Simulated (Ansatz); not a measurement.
Run report: Si16H (charge +1), geometry relaxation (part 1 of 3)

- system: Si16H (defect cell, 17 atoms in the cell, total charge +1)
- method: DFT PBE, scalar-relativistic, plane waves, PAW, no spin polarisation (Ansatz 0.2.0)

It belongs to a series of runs on one base structure; here: end point B relaxed. Figures and captions count atoms from 1; the log counts them from 0 in places.

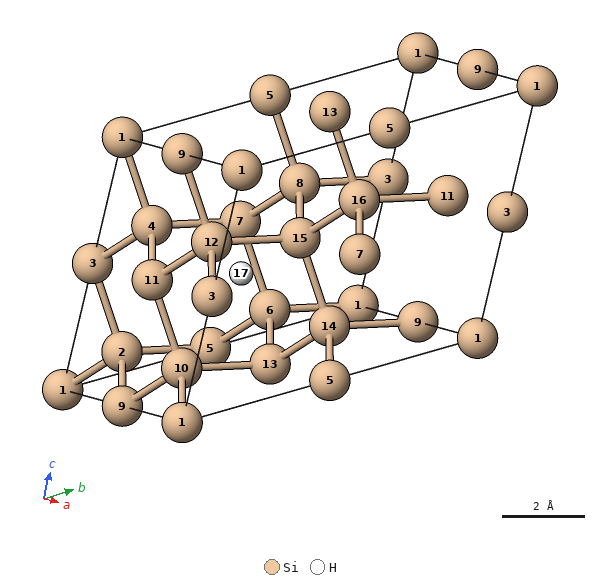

The starting structure (ball-and-stick view of the cell of the calculation, seen slightly off an axis; atoms are numbered from 1 in the order of the input).

Key numbers:

| quantity | value |
| --- | --- |
| outcome | converged |
| electrons treated | 64 |
| free energy | −10192.6433 eV |
| Fermi energy | 6.313 eV |
| final volume | 320.21 Å³ |
| largest force (length of the vector) at the end | 0.019 eV/Å |
| hardware | 1 thread of Arm Neoverse N1, 98 GiB of memory available, shared host |
| wall time | 1.9 min |
| peak memory | 0.54 GiB |

The k-point mesh is coarse for a cell of this size, so the results may not be converged.

Input:
```yaml
crystal:
  lattice:
    - [0.0, 5.43, 5.43]
    - [5.43, 0.0, 5.43]
    - [5.43, 5.43, 0.0]
  atoms:
    - { symbol: Si, position: [0.0, 0.0, 0.0] }
    - { symbol: Si, position: [0.125, 0.125, 0.125] }
    - { symbol: Si, position: [0.0, 0.0, 0.5] }
    - { symbol: Si, position: [0.125, 0.125, 0.625] }
    - { symbol: Si, position: [0.0, 0.5, 0.0] }
    - { symbol: Si, position: [0.125, 0.625, 0.125] }
    - { symbol: Si, position: [0.0, 0.5, 0.5] }
    - { symbol: Si, position: [0.125, 0.625, 0.625] }
    - { symbol: Si, position: [0.5, 0.0, 0.0] }
    - { symbol: Si, position: [0.625, 0.125, 0.125] }
    - { symbol: Si, position: [0.5, 0.0, 0.5] }
    - { symbol: Si, position: [0.625, 0.125, 0.625] }
    - { symbol: Si, position: [0.5, 0.5, 0.0] }
    - { symbol: Si, position: [0.625, 0.625, 0.125] }
    - { symbol: Si, position: [0.5, 0.5, 0.5] }
    - { symbol: Si, position: [0.625, 0.625, 0.625] }
    - { symbol: H, position: [0.3625408, 0.38075238, 0.38047197] }
total_charge: 1
basis:
  ecutwfc: 420.0
kpoints:
  mp_grid: { grid: [2, 2, 2] }
hamiltonian:
  xc: pbe
scf:
  occupations: { method: gaussian, width: 0.05 }
  lower_state_search: "off"
relax:
  f_tol: 0.03
  max_steps: 60
  adjacent_minimum: "off"
```

Command:
```bash
ansatz run input.yaml --threads 1 --pin off --max-ram 3072MiB --backend cpu --events-out ev --progress --plain --runs-dir out
```

Log:
```
Engine: ansatz 0.2.0, aarch64-unknown-linux-gnu
Pseudopotentials: kind: paw
Pseudopotential: Si, paw, valence charge 4, recommended cutoff 420 eV (normal), Si.paw.azcp
Pseudopotential: H, paw, valence charge 1, recommended cutoff 420 eV (normal), H.paw.azcp
Functional definition: PBE
  parameter kappa = 0.804
  parameter beta = 0.06672455060314922
  exchange = pbe_x(kappa = kappa, mu = beta*pi^2/3)
  correlation = pbe_c(beta = beta)
Crystal: 17 atoms, lattice volume = 320.206 Å³
Basis set: ecut = 420 eV, 6231 PW (Γ), exchange–correlation on 108×108×108 points (8 copies of the dense FFT grid, shifted against one another)
Bands: 49, of which v1, the nominal top of the filled ones, is band 32 counted from 1 (31 counted from 0)
Symmetry: 1 space group operations
Space group: P1 (ITA 1), of the structure as read, at distance tolerance 6.8e-5 Å
k-points: 8
Non-local potential: Si, projectors of the file, l = 0: 2, l = 1: 2, l = 2: 2
Non-local potential: H, projectors of the file, l = 0: 2, l = 1: 1
PAW form: soft (Blöchl's): semilocal exchange-correlation on the pseudo side does not see the compensation charge
PAW one-centre angular grid: Si, 110 points (default); XC on 64 Gauss nodes
PAW one-centre angular grid: H, 110 points (default); XC on 64 Gauss nodes
Initial density: superposition of atomic densities (neutral atoms scaled as one to the charged cell's electrons: chi_scale 0, normalization atom), corrected by the library's trained network
Initial wavefunctions: pseudopotential atomic-orbital guess
Functional: x = pbe(κ = 0.804, μ = 0.2195149727645171), c = pbe(β = 0.06672455060314922)
SCF iter   1: F=—  HF=-10191.634844 eV  |F-HF|=—  |Δ(HF+E_count)|=         —  Δρ=8.42e-3  dr2=3.77e-1  ethr=1.77e-3  ⟨swp⟩=6.9  Hψ=1927  notcnv=0  defer=36
preconditioner: auto → Kerker (q_TF=auto, 2.086 Å⁻¹)  [metal: Δε(μ)=0.018 eV  Ē_g=7.985 eV  σ=0.050 eV  W_gap=0.19  n_scr=58 (ndim 8)  ℏωp=16.6 eV  f_vac=0.000  D(μ)=9.60/eV (n_scr^D=64)]
SCF iter   2: F=—  HF=-10191.548607 eV  |F-HF|=—  |Δ(HF+E_count)|=   8.62e-2  Δρ=3.72e-3  dr2=9.38e-2  ethr=5.88e-4  ⟨swp⟩=2.2  Hψ=526  notcnv=0  defer=47
SCF iter   3: F=—  HF=-10191.543277 eV  |F-HF|=—  |Δ(HF+E_count)|=   5.33e-3  Δρ=4.72e-3  dr2=1.23e-1  ethr=1.47e-4  ⟨swp⟩=2.4  Hψ=556  notcnv=0  defer=56
SCF iter   4: F=—  HF=-10191.531278 eV  |F-HF|=—  |Δ(HF+E_count)|=   1.20e-2  Δρ=4.15e-4  dr2=1.57e-3  ethr=1.47e-4  ⟨swp⟩=2.0  Hψ=420  notcnv=0  defer=63
SCF iter   5: F=—  HF=-10191.531780 eV  |F-HF|=—  |Δ(HF+E_count)|=   5.02e-4  Δρ=8.13e-4  dr2=5.03e-3  ethr=2.45e-6  ⟨swp⟩=2.1  Hψ=528  notcnv=0  defer=63
SCF iter   6: F=—  HF=-10191.531549 eV  |F-HF|=—  |Δ(HF+E_count)|=   2.31e-4  Δρ=5.56e-4  dr2=2.28e-3  ethr=2.45e-6  ⟨swp⟩=1.0  Hψ=321  notcnv=0  defer=63
SCF iter   7: F=—  HF=-10191.531378 eV  |F-HF|=—  |Δ(HF+E_count)|=   1.72e-4  Δρ=2.50e-4  dr2=4.38e-4  ethr=2.45e-6  ⟨swp⟩=1.1  Hψ=322  notcnv=0  defer=63
SCF iter   8: F=-10191.531331 eV  HF=-10191.531339 eV  |F-HF|=8.54e-6  |Δ(HF+E_count)|=   3.86e-5  Δρ=4.06e-5  dr2=1.10e-5  ethr=3.52e-8  ⟨swp⟩=3.0  Hψ=1244  notcnv=0
SCF 1 converged in 8 iterations: F = -10191.531331 eV  dr2 = 1.10e-5
  greatest PAW one-centre occupation: 0.639 electrons in one spin orbital (limit 2), on the Si atom at site 15 (counted from 0), in its partial waves of l = 0
relax step   1: F+E_penalty+E_count = -10191.53133068 eV  Δ(F+E_penalty+E_count) = +0.000e0 eV  max|allowed force component| = 3.408e-1 eV/Å  Δτ_max = 0.0000 Å  (8 SCF iters, dr2 threshold 2.25e-5 eV, accepted)
Initial density: handed on by an earlier stage of this run
Initial wavefunctions: those handed on with the density
iter 1 solved again at ethr=6.17e-5 eV; its pass at ethr=3.10e-3 eV (dr2=3.95e-2 eV) is discarded
SCF iter   1: F=—  HF=-10191.657390 eV  |F-HF|=—  |Δ(HF+E_count)|=         —  Δρ=2.98e-3  dr2=3.94e-2  ethr=6.17e-5  ⟨swp⟩=1.4  Hψ=1367  notcnv=0  defer=71
preconditioner: auto → Kerker (q_TF=auto, 2.086 Å⁻¹)  [metal: Δε(μ)=0.042 eV  Ē_g=7.988 eV  σ=0.050 eV  W_gap=0.44  n_scr=58 (ndim 8)  ℏωp=16.6 eV  f_vac=0.000  D(μ)=6.60/eV (n_scr^D=50)]
SCF iter   2: F=—  HF=-10191.651362 eV  |F-HF|=—  |Δ(HF+E_count)|=   6.03e-3  Δρ=1.72e-3  dr2=1.25e-2  ethr=6.16e-5  ⟨swp⟩=1.0  Hψ=321  notcnv=0  defer=71
SCF iter   3: F=—  HF=-10191.648836 eV  |F-HF|=—  |Δ(HF+E_count)|=   2.53e-3  Δρ=2.30e-4  dr2=2.25e-4  ethr=1.95e-5  ⟨swp⟩=2.0  Hψ=492  notcnv=0  defer=71
SCF iter   4: F=—  HF=-10191.648844 eV  |F-HF|=—  |Δ(HF+E_count)|=   8.00e-6  Δρ=5.92e-5  dr2=2.64e-5  ethr=3.51e-7  ⟨swp⟩=2.0  Hψ=575  notcnv=0  defer=71
SCF iter   5: F=-10191.648849 eV  HF=-10191.648848 eV  |F-HF|=2.37e-7  |Δ(HF+E_count)|=   4.09e-6  Δρ=2.09e-5  dr2=2.93e-6  ethr=1.13e-8  ⟨swp⟩=4.0  Hψ=1196  notcnv=0
SCF 2 converged in 5 iterations: F = -10191.648849 eV  dr2 = 2.93e-6
  greatest PAW one-centre occupation: 0.638 electrons in one spin orbital (limit 2), on the Si atom at site 15 (counted from 0), in its partial waves of l = 0
relax step   2: F+E_penalty+E_count = -10191.64884852 eV  Δ(F+E_penalty+E_count) = -1.175e-1 eV  max|allowed force component| = 5.489e-1 eV/Å  Δτ_max = 0.1934 Å  (5 SCF iters, dr2 threshold 7.26e-6 eV, accepted)
SCF iter   1: F=—  HF=-10191.821867 eV  |F-HF|=—  |Δ(HF+E_count)|=         —  Δρ=3.19e-3  dr2=3.39e-2  ethr=6.19e-4  ⟨swp⟩=4.9  Hψ=1027  notcnv=0  defer=71
preconditioner: auto → Kerker (q_TF=auto, 2.086 Å⁻¹)  [metal: Δε(μ)=0.023 eV  Ē_g=8.003 eV  σ=0.050 eV  W_gap=0.25  n_scr=58 (ndim 8)  ℏωp=16.6 eV  f_vac=0.000  D(μ)=6.65/eV (n_scr^D=50)]
SCF iter   2: F=—  HF=-10191.816075 eV  |F-HF|=—  |Δ(HF+E_count)|=   5.79e-3  Δρ=1.76e-3  dr2=1.02e-2  ethr=5.29e-5  ⟨swp⟩=1.6  Hψ=461  notcnv=0  defer=71
SCF iter   3: F=—  HF=-10191.813818 eV  |F-HF|=—  |Δ(HF+E_count)|=   2.26e-3  Δρ=2.19e-4  dr2=2.61e-4  ethr=1.59e-5  ⟨swp⟩=2.4  Hψ=581  notcnv=0  defer=71
SCF iter   4: F=-10191.813799 eV  HF=-10191.813799 eV  |F-HF|=5.68e-7  |Δ(HF+E_count)|=   1.95e-5  Δρ=5.90e-5  dr2=1.48e-5  ethr=2.94e-8  ⟨swp⟩=3.2  Hψ=1377  notcnv=0
SCF 3 converged in 4 iterations: F = -10191.813799 eV  dr2 = 1.48e-5
relax step   3: F+E_penalty+E_count = -10191.81379923 eV  Δ(F+E_penalty+E_count) = -1.650e-1 eV  max|allowed force component| = 6.454e-1 eV/Å  Δτ_max = 0.1949 Å  (4 SCF iters, dr2 threshold 1.88e-5 eV, accepted)
SCF iter   1: F=—  HF=-10191.963590 eV  |F-HF|=—  |Δ(HF+E_count)|=         —  Δρ=3.12e-3  dr2=2.65e-2  ethr=5.21e-4  ⟨swp⟩=5.4  Hψ=1063  notcnv=0  defer=71
preconditioner: auto → Resta (q_TF=auto, 2.086 Å⁻¹)  ε∞=5.3  [insulator: Δε(μ)=0.057 eV  Ē_g=8.019 eV  σ=0.050 eV  W_gap=0.58  n_scr=58 (ndim 8)  ℏωp=16.6 eV  f_vac=0.000  D(μ)=4.14/eV (n_scr^D=14)  ε∞_Penn≈5.3]
SCF iter   2: F=—  HF=-10191.959084 eV  |F-HF|=—  |Δ(HF+E_count)|=   4.51e-3  Δρ=1.66e-3  dr2=6.96e-3  ethr=4.14e-5  ⟨swp⟩=1.6  Hψ=484  notcnv=0  defer=67
SCF iter   3: F=—  HF=-10191.957861 eV  |F-HF|=—  |Δ(HF+E_count)|=   1.22e-3  Δρ=1.90e-4  dr2=1.30e-4  ethr=1.09e-5  ⟨swp⟩=2.2  Hψ=492  notcnv=0  defer=67
SCF iter   4: F=-10191.957866 eV  HF=-10191.957864 eV  |F-HF|=1.66e-6  |Δ(HF+E_count)|=   3.80e-6  Δρ=4.48e-5  dr2=7.60e-6  ethr=1.56e-7  ⟨swp⟩=2.2  Hψ=1252  notcnv=0
SCF 4 converged in 4 iterations: F = -10191.957866 eV  dr2 = 7.60e-6
  greatest PAW one-centre occupation: 0.640 electrons in one spin orbital (limit 2), on the Si atom at site 15 (counted from 0), in its partial waves of l = 0
relax step   4: F+E_penalty+E_count = -10191.95786599 eV  Δ(F+E_penalty+E_count) = -1.441e-1 eV  max|allowed force component| = 5.537e-1 eV/Å  Δτ_max = 0.1949 Å  (4 SCF iters, dr2 threshold 1.00e-4 eV, accepted)
SCF iter   1: F=—  HF=-10192.093128 eV  |F-HF|=—  |Δ(HF+E_count)|=         —  Δρ=4.20e-3  dr2=7.07e-2  ethr=4.27e-4  ⟨swp⟩=5.5  Hψ=1034  notcnv=0  defer=68
preconditioner: auto → Resta (q_TF=auto, 2.086 Å⁻¹)  ε∞=5.3  [insulator: Δε(μ)=0.071 eV  Ē_g=8.039 eV  σ=0.050 eV  W_gap=0.55  n_scr=58 (ndim 8)  ℏωp=16.6 eV  f_vac=0.000  D(μ)=9.72/eV (n_scr^D=64)  ε∞_Penn≈5.3]
SCF iter   2: F=—  HF=-10192.082924 eV  |F-HF|=—  |Δ(HF+E_count)|=   1.02e-2  Δρ=2.19e-3  dr2=1.18e-2  ethr=1.11e-4  ⟨swp⟩=1.2  Hψ=458  notcnv=0  defer=68
SCF iter   3: F=—  HF=-10192.081372 eV  |F-HF|=—  |Δ(HF+E_count)|=   1.55e-3  Δρ=8.52e-4  dr2=3.01e-3  ethr=1.85e-5  ⟨swp⟩=2.1  Hψ=505  notcnv=0  defer=68
SCF iter   4: F=—  HF=-10192.080978 eV  |F-HF|=—  |Δ(HF+E_count)|=   3.93e-4  Δρ=1.28e-4  dr2=5.99e-5  ethr=4.70e-6  ⟨swp⟩=1.4  Hψ=358  notcnv=0  defer=68
SCF iter   5: F=-10192.080992 eV  HF=-10192.080990 eV  |F-HF|=2.75e-6  |Δ(HF+E_count)|=   1.12e-5  Δρ=3.69e-5  dr2=5.01e-6  ethr=9.37e-8  ⟨swp⟩=4.0  Hψ=1133  notcnv=0
SCF 5 converged in 5 iterations: F = -10192.080992 eV  dr2 = 5.01e-6
relax step   5: F+E_penalty+E_count = -10192.08099245 eV  Δ(F+E_penalty+E_count) = -1.231e-1 eV  max|allowed force component| = 5.238e-1 eV/Å  Δτ_max = 0.1951 Å  (5 SCF iters, dr2 threshold 1.00e-4 eV, accepted)
SCF iter   1: F=—  HF=-10192.261934 eV  |F-HF|=—  |Δ(HF+E_count)|=         —  Δρ=6.15e-3  dr2=2.13e-1  ethr=1.15e-3  ⟨swp⟩=4.0  Hψ=1044  notcnv=0  defer=68
preconditioner: auto → Resta (q_TF=auto, 2.086 Å⁻¹)  ε∞=5.2  [insulator: Δε(μ)=0.090 eV  Ē_g=8.058 eV  σ=0.050 eV  W_gap=0.80  n_scr=58 (ndim 8)  ℏωp=16.6 eV  f_vac=0.000  D(μ)=3.36/eV (n_scr^D=14)  ε∞_Penn≈5.2]
SCF iter   2: F=—  HF=-10192.226395 eV  |F-HF|=—  |Δ(HF+E_count)|=   3.55e-2  Δρ=2.80e-3  dr2=2.10e-2  ethr=3.33e-4  ⟨swp⟩=2.5  Hψ=491  notcnv=0  defer=68
preconditioner: auto → Kerker (q_TF=auto, 2.086 Å⁻¹)  [metal: Δε(μ)=0.017 eV  Ē_g=8.051 eV  σ=0.050 eV  W_gap=0.19  n_scr=58 (ndim 8)  ℏωp=16.6 eV  f_vac=0.000  D(μ)=10.49/eV (n_scr^D=64)]
SCF iter   3: F=—  HF=-10192.223205 eV  |F-HF|=—  |Δ(HF+E_count)|=   3.19e-3  Δρ=1.40e-3  dr2=5.61e-3  ethr=3.28e-5  ⟨swp⟩=1.5  Hψ=339  notcnv=0  defer=68
SCF iter   4: F=—  HF=-10192.222175 eV  |F-HF|=—  |Δ(HF+E_count)|=   1.03e-3  Δρ=1.81e-4  dr2=2.14e-4  ethr=8.76e-6  ⟨swp⟩=2.2  Hψ=543  notcnv=0  defer=68
SCF iter   5: F=-10192.222166 eV  HF=-10192.222192 eV  |F-HF|=2.60e-5  |Δ(HF+E_count)|=   1.61e-5  Δρ=7.28e-5  dr2=4.78e-5  ethr=1.56e-7  ⟨swp⟩=2.9  Hψ=1333  notcnv=0
SCF 6 converged in 5 iterations: F = -10192.222166 eV  dr2 = 4.78e-5
  greatest PAW one-centre occupation: 0.633 electrons in one spin orbital (limit 2), on the Si atom at site 15 (counted from 0), in its partial waves of l = 0
relax step   6: F+E_penalty+E_count = -10192.22216559 eV  Δ(F+E_penalty+E_count) = -1.412e-1 eV  max|allowed force component| = 4.338e-1 eV/Å  Δτ_max = 0.1950 Å  (5 SCF iters, dr2 threshold 1.00e-4 eV, accepted)
iter 1 solved again at ethr=2.99e-4 eV; its pass at ethr=3.10e-3 eV (dr2=1.92e-1 eV) is discarded
SCF iter   1: F=—  HF=-10192.384060 eV  |F-HF|=—  |Δ(HF+E_count)|=         —  Δρ=7.03e-3  dr2=1.88e-1  ethr=2.99e-4  ⟨swp⟩=1.5  Hψ=1531  notcnv=0  defer=68
preconditioner: auto → Resta (q_TF=auto, 2.086 Å⁻¹)  ε∞=5.2  [insulator: Δε(μ)=0.258 eV  Ē_g=8.074 eV  σ=0.050 eV  W_gap=1.00  n_scr=58 (ndim 8)  ℏωp=16.6 eV  f_vac=0.000  D(μ)=0.01/eV (n_scr^D=0)  ε∞_Penn≈5.2]
SCF iter   2: F=—  HF=-10192.346610 eV  |F-HF|=—  |Δ(HF+E_count)|=   3.74e-2  Δρ=3.68e-3  dr2=4.26e-2  ethr=2.94e-4  ⟨swp⟩=2.4  Hψ=413  notcnv=0  defer=68
SCF iter   3: F=—  HF=-10192.337411 eV  |F-HF|=—  |Δ(HF+E_count)|=   9.20e-3  Δρ=4.54e-4  dr2=6.72e-4  ethr=6.66e-5  ⟨swp⟩=2.2  Hψ=620  notcnv=0  defer=72
SCF iter   4: F=—  HF=-10192.337406 eV  |F-HF|=—  |Δ(HF+E_count)|=   5.45e-6  Δρ=1.05e-4  dr2=4.71e-5  ethr=1.56e-7  ⟨swp⟩=3.0  Hψ=1383  notcnv=0
SCF iter   5: F=-10192.337424 eV  HF=-10192.337422 eV  |F-HF|=1.92e-6  |Δ(HF+E_count)|=   1.60e-5  Δρ=2.54e-5  dr2=3.05e-6  ethr=7.36e-8  ⟨swp⟩=4.0  Hψ=1085  notcnv=0
SCF 7 converged in 5 iterations: F = -10192.337424 eV  dr2 = 3.05e-6
  greatest PAW one-centre occupation: 0.634 electrons in one spin orbital (limit 2), on the Si atom at site 6 (counted from 0), in its partial waves of l = 0
relax step   7: F+E_penalty+E_count = -10192.33742382 eV  Δ(F+E_penalty+E_count) = -1.153e-1 eV  max|allowed force component| = 1.011e0 eV/Å  Δτ_max = 0.1985 Å  (5 SCF iters, dr2 threshold 1.00e-4 eV, accepted)
iter 1 solved again at ethr=2.36e-4 eV; its pass at ethr=3.10e-3 eV (dr2=1.51e-1 eV) is discarded
```
